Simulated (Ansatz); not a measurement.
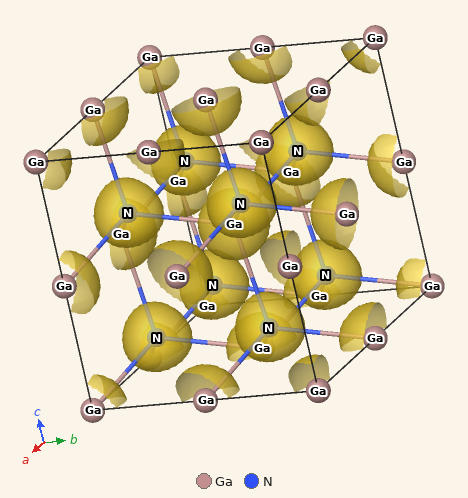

Figure 1: GaN. Isosurface of the valence pseudo-density at 1.5 e/Å³ (yellow), seen slightly off an axis. Sticks mark near contacts.

Space group F-43m; a structure from a database of computed crystals, not necessarily the ambient phase.

The calculation used Ansatz, DFT PBE, scalar-relativistic, plane waves, PAW.

Core electrons are frozen (PAW), and the valence fields are smoothed inside the atomic spheres.

### What does this surface tell about the bonding?

At this value the density breaks into separate islands; it holds about 60 % of the electrons treated as valence (semicore included). It bridges none of the near contacts. It is pinched off along the sampled Ga–N (1.97 Å) contacts. On the grid the lowest density along these lines, outside the cores, is 0.7 e/Å³ (Ga–N, 1.97 Å).
